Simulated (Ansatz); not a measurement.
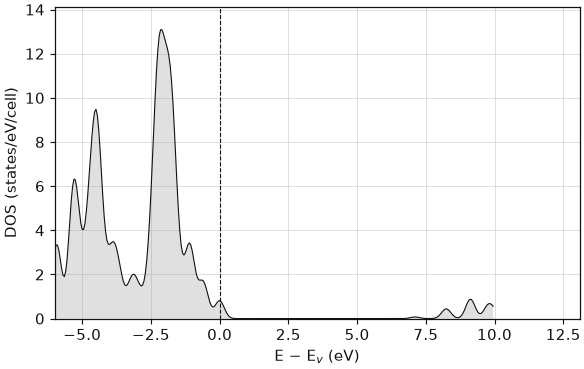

What does this figure show?

Density of states of KZnF$_{3}$, space group Pm-3m, 5 atoms in the cell. Ansatz 0.2.0; DFT, PBE0, plane waves, PAW, no spin polarisation, 4×4×4 k mesh, 420 eV cutoff. Energies are counted from the top of the valence band. The curve is built from the levels of the k mesh with Gaussians 0.4 eV wide, which also blur the band edges.

There is a gap; over the k points computed it is 7.11 eV (indirect; the smallest direct gap is 8.83 eV). Within the window shown, the tallest peak of the filled states lies 2.1 eV under the valence-band top, at about 13 states per eV and cell.
